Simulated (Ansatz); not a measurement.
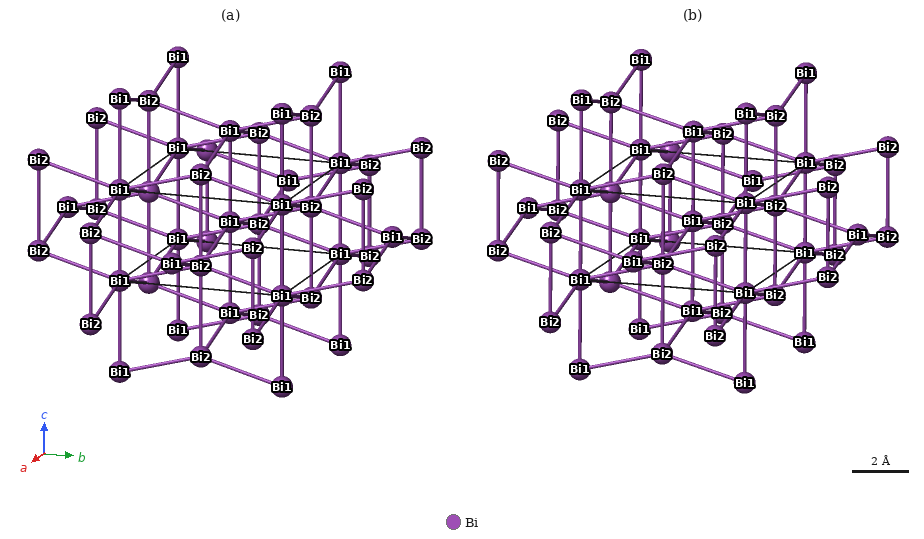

The structure of a crystal of Bi (a generated structure, set up in I4_1/amd) before (left) and after (right) a relaxation, at one scale.

A ball-and-stick model of the conventional cell (2 times the calculation's cell), seen slightly off an axis. Lengths and directions refer to the drawn axes.

Phase: beta-Sn type.

Method: DFT, PBE, plane waves (420 eV) with PAW, scalar-relativistic (Ansatz 0.2.0). Set-up: plane-wave cutoff 420 eV; k-point mesh 11 × 11 × 7; occupations fermi dirac; smearing width 0.1 eV; no spin polarisation; cell and atoms relaxed; force threshold 0.01 eV/Å; at most 60 steps.

**What changed between the two?**

The energy falls by 9.5 meV per cell of the calculation in 5 accepted moves (7 points after the start). Largest force component: 0.002 eV/Å at the start, 0.00027 eV/Å at the end. Pressure: 0.94 GPa at the start and 0.00 GPa at the end. The line search rejected the trial step at point 4 of the run. At 1 point the geometry stayed and the basis and grid were re-selected for the new cell (energy shift of 0.2 meV per cell of the calculation at most each time). No atom moves by more than 0.005 Å relative to the cell. The volume changes by +1.8 %, with a = b 6.257 → 6.347 Å (+1.4 %), c 3.416 → 3.380 Å (−1.1 %), α 90.0° → 88.9°, β 90.0° → 88.9°, γ 90.0° → 90.4°. Some distances before and after: Bi1–Bi2 3.243 → 3.298 Å, Bi1–Bi1 3.416 → 3.380 Å, Bi1–Bi2 (another image) 3.243 → 3.270 Å. The space group (tolerance 0.01 Å) goes from I4_1/amd (No. 141) to C2/c (No. 15). Cost: 2.6 min on 1 thread of Intel(R) Xeon(R) Platinum 8259CL CPU @ 2.50GHz (Skylake/Cascade Lake), on a shared host, peak memory 0.74 GiB.
